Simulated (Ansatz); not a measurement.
The coordinates of a crystal:

```cif
data_structure
_symmetry_space_group_name_H-M 'P 6/m m m'
_symmetry_Int_Tables_number 191
_cell_length_a 2.9749
_cell_length_b 2.9749
_cell_length_c 2.5552
_cell_angle_alpha 90.000
_cell_angle_beta 90.000
_cell_angle_gamma 120.000
_cell_volume 19.58
loop_
_atom_site_label
_atom_site_type_symbol
_atom_site_symmetry_multiplicity
_atom_site_Wyckoff_symbol
_atom_site_fract_x
_atom_site_fract_y
_atom_site_fract_z
_atom_site_occupancy
Mo1 Mo 1 a 0.00000 0.00000 0.00000 1
```

Question: What would you see if this were drawn?

Answer: The element is molybdenum. Symmetry: P6/mmm (No. 191), primitive hexagonal lattice. Prototype: simple hexagonal. The cell holds one atom. About every Mo there are two Mo in a linear arrangement at 2.56 Å. Not all metal-metal contacts are counted. The bonds build Mo chains along [001].

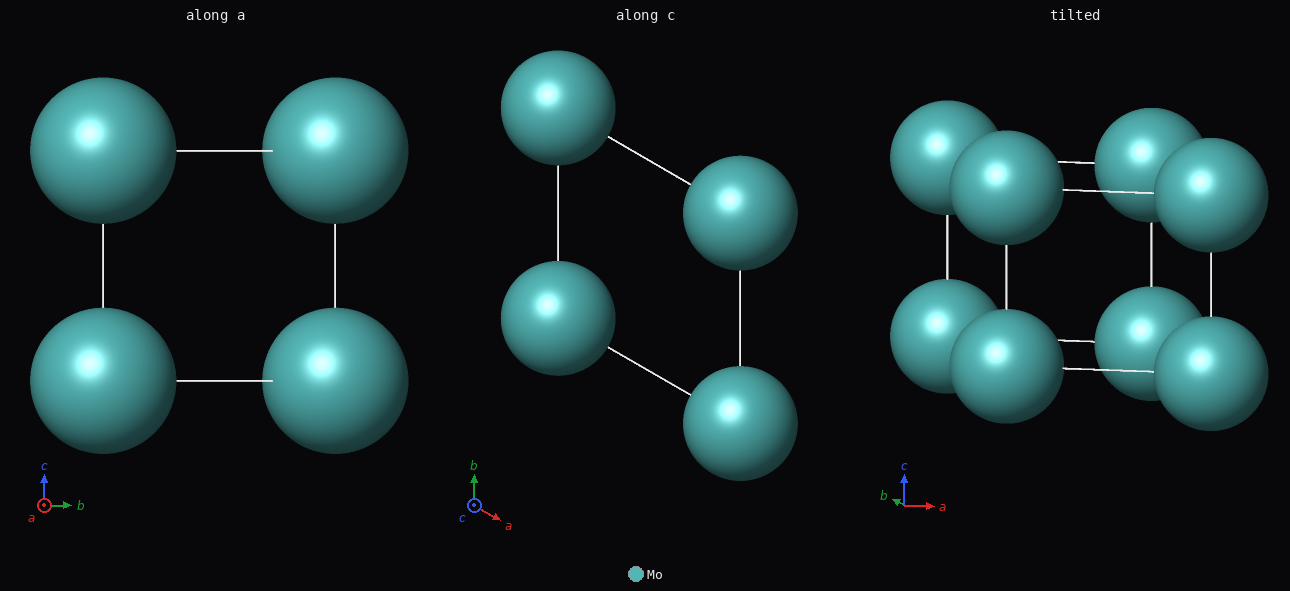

Shown here is a spheres-only view of the crystal, taken along the a axis, along the c axis and slightly off an axis. The outline marks the conventional unit cell. Colours: molybdenum teal.

Starting structure: a structure listed in the Materials Project. The cell was then strained or its atoms displaced on purpose. A calculation with Ansatz used it as input.

At this level of theory the cell isn't at rest (stretched, at -25 GPa), so its distances can differ from those at equilibrium, the more so the softer the solid.
